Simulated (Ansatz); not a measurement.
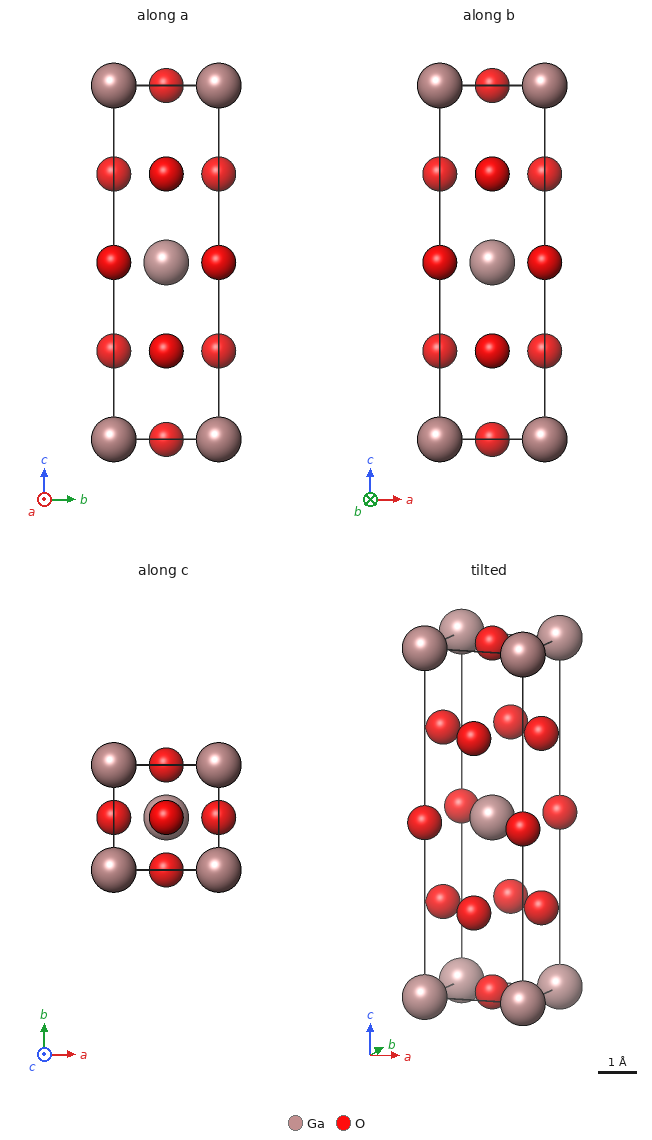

Figure: spheres-only view along the a axis, along the b axis, along the c axis and slightly off an axis. The frame is the conventional unit cell; atoms at its boundary are shown with their periodic copies.

Lattice parameters: a = 2.7919 Å, b = 2.7919 Å, c = 9.4143 Å, α = 90.000°, β = 90.000°, γ = 90.000°.

> Write down what is shown as a CIF in P1 with every atom of the cell.

```cif
data_structure
_symmetry_space_group_name_H-M 'P 1'
_symmetry_Int_Tables_number 1
_cell_length_a 2.7919
_cell_length_b 2.7919
_cell_length_c 9.4143
_cell_angle_alpha 90.000
_cell_angle_beta 90.000
_cell_angle_gamma 90.000
_cell_volume 73.38
loop_
_atom_site_label
_atom_site_type_symbol
_atom_site_fract_x
_atom_site_fract_y
_atom_site_fract_z
_atom_site_occupancy
Ga1 Ga 0.0000 0.0000 0.0000 1
O1 O 0.5000 0.5000 0.0000 1
O2 O 0.5000 0.0000 0.2500 1
O3 O 0.0000 0.5000 0.2500 1
Ga2 Ga 0.5000 0.5000 0.5000 1
O4 O 0.0000 0.0000 0.5000 1
O5 O 0.0000 0.5000 0.7500 1
O6 O 0.5000 0.0000 0.7500 1
```

Its origin is a textbook structure type filled with these elements (whether it is the usual form wasn't checked). Relaxation method: Ansatz, DFT PBE, scalar-relativistic, plane waves, PAW.
